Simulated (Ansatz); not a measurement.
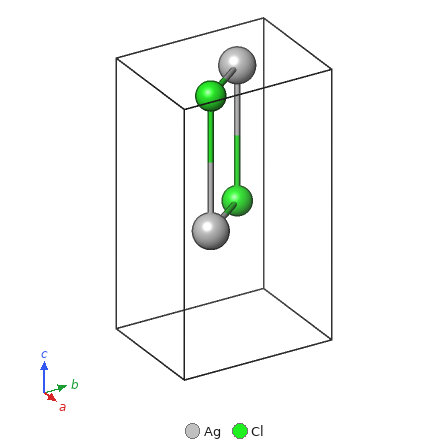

System: AgCl, space group P6_3/mmc (No. 194) (cell built by us, not taken from a database). The picture shows the cell.

Input file:
```
crystal:
  lattice:
    - [4.5197418656, 0.0, 0.0]
    - [-2.2598709328, 3.9142112741, 0.0]
    - [0.0, 0.0, 5.7224974848]
  atoms:
    - { symbol: Ag, position: [0.3333333333, 0.6666666667, -0.0622203589] }
    - { symbol: Ag, position: [0.6666666667, 0.3333333333, 0.4377796411] }
    - { symbol: Cl, position: [0.3333333333, 0.6666666667, 0.4372203589] }
    - { symbol: Cl, position: [0.6666666667, 0.3333333333, 0.9372203589] }
kpoints:
  mp_grid: { grid: [6, 6, 4] }
hamiltonian:
  xc: r2scan
scf:
  occupations: { method: fixed }
dielectric: {}
```

How it was computed, with Ansatz 0.2.0: Born effective charges by linear response at the zone centre, in units of the proton charge, Cartesian axes of the given cell; DFT, r2SCAN, plane waves, PAW. Level: r2SCAN, no spin polarisation.

```tsv
setting	value
periodic directions	3
potentials	PAW
wave cutoff	500 eV
k mesh	6×6×4
```

What does the calculation give for the mean Born effective charge of each atom? The cases: Ag 1; Ag 2; Cl 1; Cl 2.

All are equal in size, 1.28 e, and the charges add up to 0.00 e. The diagonal components of each atom differ by at most 0.10 e.

```tsv
atom	mean Born effective charge (e)	Born charge xx (e)	Born charge zz (e)
Ag 1	1.278	1.245	1.344
Ag 2	1.278	1.245	1.344
Cl 1	-1.278	-1.245	-1.344
Cl 2	-1.278	-1.245	-1.344
```

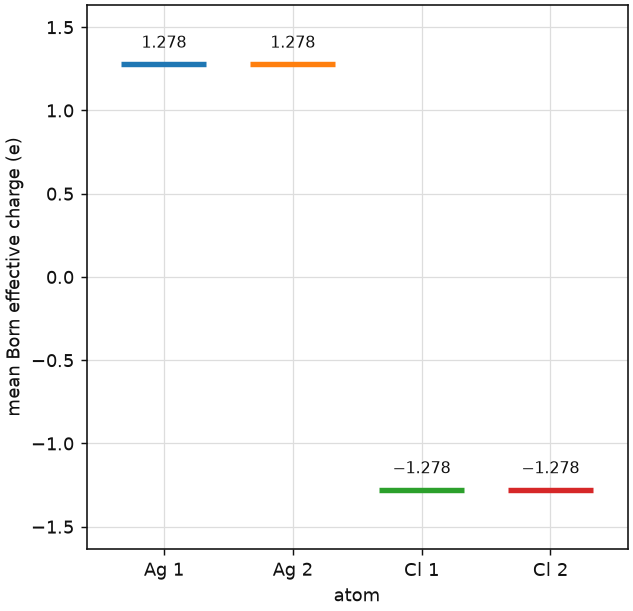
